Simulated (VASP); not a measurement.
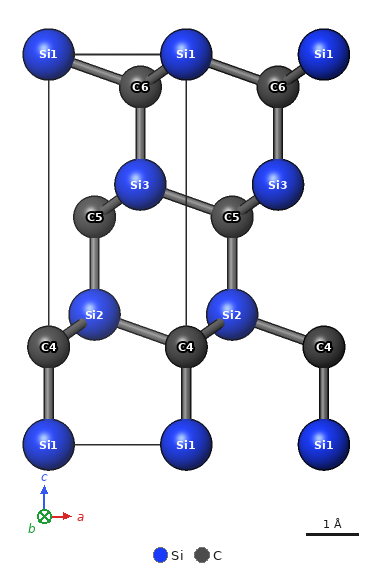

This is the input geometry for a relaxation of a crystal of SiC (a generated structure, set up in R3m). A ball-and-stick model of the cell of the calculation, repeated 2 × 1 × 1 with one cell outlined, seen along the b axis.

The run lets cell and atoms move.

All numbers below come from Kohn-Sham DFT of a periodic cell, PBE, VASP PAW PBE potentials, recommended (VASP).

Input
```
SYSTEM = SiC
PREC     = Accurate       ! precision mode
ENCUT    = 600            ! plane-wave cutoff, eV
EDIFF    = 1E-7           ! SCF threshold, eV
ISMEAR   = -1             ! smearing method
SIGMA    = 0.05           ! smearing width, eV
LREAL    = .False.        ! projectors in reciprocal space
LASPH    = .True.         ! aspherical terms in the spheres
NELM     = 60             ! most SCF steps
ALGO     = Normal         ! electronic algorithm
ISIF     = 3              ! what is computed and relaxed
LWAVE    = .False.        ! write WAVECAR
LCHARG   = .False.        ! write CHGCAR
GGA      = PE             ! functional
IBRION   = 2              ! ionic algorithm
NSW      = 40             ! ionic steps
EDIFFG   = -0.02          ! ionic threshold
KPAR     = 4
```

Run as
```bash
cat potpaw_PBE.64/Si/POTCAR potpaw_PBE.64/C/POTCAR > POTCAR
mpirun -np 4 vasp_std > vasp.out
```

The structure:
```
CELL_PARAMETERS angstrom
3.08000 0.00000 0.00000
-1.54000 2.66736 0.00000
0.00000 0.00000 7.56000
ATOMIC_POSITIONS crystal
Si 0.00000 0.00000 0.00000
Si 0.33333 0.66667 0.33333
Si 0.66667 0.33333 0.66667
C 0.00000 0.00000 0.25000
C 0.33333 0.66667 0.58333
C 0.66667 0.33333 0.91667
```

Where does the relaxation end?

The energy falls by 1.3 meV per atom in 2 geometry steps. Largest force component: 0.019 eV/Å at the start, 0.015 eV/Å at the end. Pressure: 2.95 GPa at the start and 0.00 GPa at the end. No atom moves by more than 0.005 Å relative to the cell. The drawn cell changes as follows: a = b 3.080 → 3.096 Å (+0.5 %), c 7.560 → 7.585 Å (+0.3 %); the volume changes by +1.4 %. Some distances before and after: Si1–C4 1.890 → 1.895 Å. The space group stays F-43m (No. 216).
